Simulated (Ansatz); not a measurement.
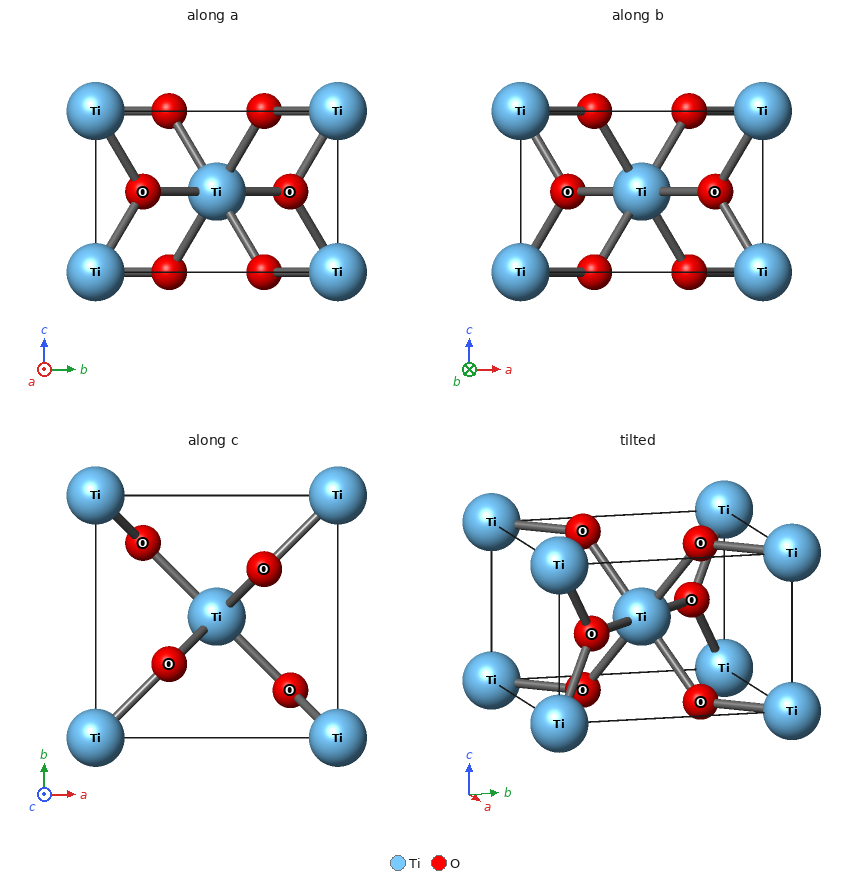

Shown here is a ball-and-stick view of the crystal, taken along the a axis, along the b axis, along the c axis and slightly off an axis. One conventional unit cell is framed, with atoms on its boundary repeated.

Lattice parameters: a = 4.5049 Å, b = 4.5049 Å, c = 2.9953 Å, α = 90.000°, β = 90.000°, γ = 90.000°.

Question: Write the structure as a CIF with its space group and independent sites, with free fractional coordinates to two decimals.

Answer:
```cif
data_structure
_symmetry_space_group_name_H-M 'P 42/m n m'
_symmetry_Int_Tables_number 136
_cell_length_a 4.5049
_cell_length_b 4.5049
_cell_length_c 2.9953
_cell_angle_alpha 90.000
_cell_angle_beta 90.000
_cell_angle_gamma 90.000
_cell_volume 60.79
loop_
_atom_site_label
_atom_site_type_symbol
_atom_site_symmetry_multiplicity
_atom_site_Wyckoff_symbol
_atom_site_fract_x
_atom_site_fract_y
_atom_site_fract_z
_atom_site_occupancy
Ti1 Ti 2 a 0.00 0.00 0.00 1
O1 O 4 f 0.30 0.30 0.00 1
```

Its origin is a structure type filled with these elements by a generator (whether the compound takes this form wasn't checked). The cell was then strained or its atoms displaced on purpose. Ansatz was used for an electronic-structure calculation on it.

At this level of theory the cell isn't at rest (compressed, at 11 GPa), so its distances can differ from those at equilibrium, the more so the softer the solid.
